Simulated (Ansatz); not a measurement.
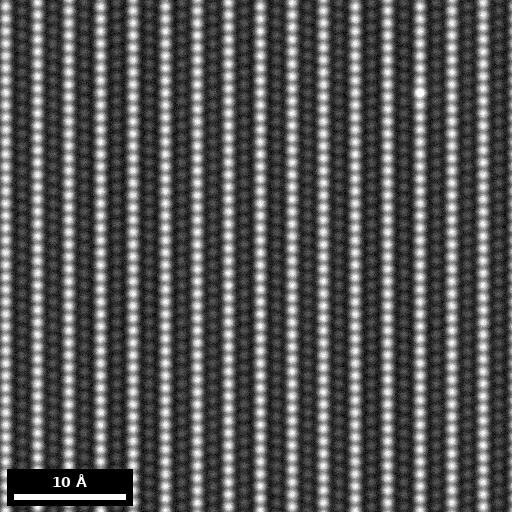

HAADF-like image of CaO (P-6m2, No. 187) along [310]. Simulation: incoherent imaging, intensity Z^1.7 per atom, probe width 0.73 Å, thin sample. The probe carries 25 % of its weight in a tail 2.5 times as wide. The display is stretched by a gamma of 0.65; percentages refer to the linear signal. Shot noise was added.

The sample is 3 repeats (26.8 Å) thick. One point defect was put into the perfect crystal, without relaxing the atoms around it. Brightness is counted from the darkest point of the image. Host structure: the end point of a relaxation with Ansatz, DFT PBE, scalar-relativistic, plane waves, PAW; the starting structure was generated, so it need not be a known form of this composition.

**Where is the defect (in Å from the left and the top edge), and what does its contrast suggest?**

At about 38 Å from the left and 8 Å from the top. The column is brighter, which points to a heavier atom. The column holds 3 atoms (Ca) through the sample, and one Ca atom is replaced by Sr, so its peak rises to about 170 % of that of its equals.
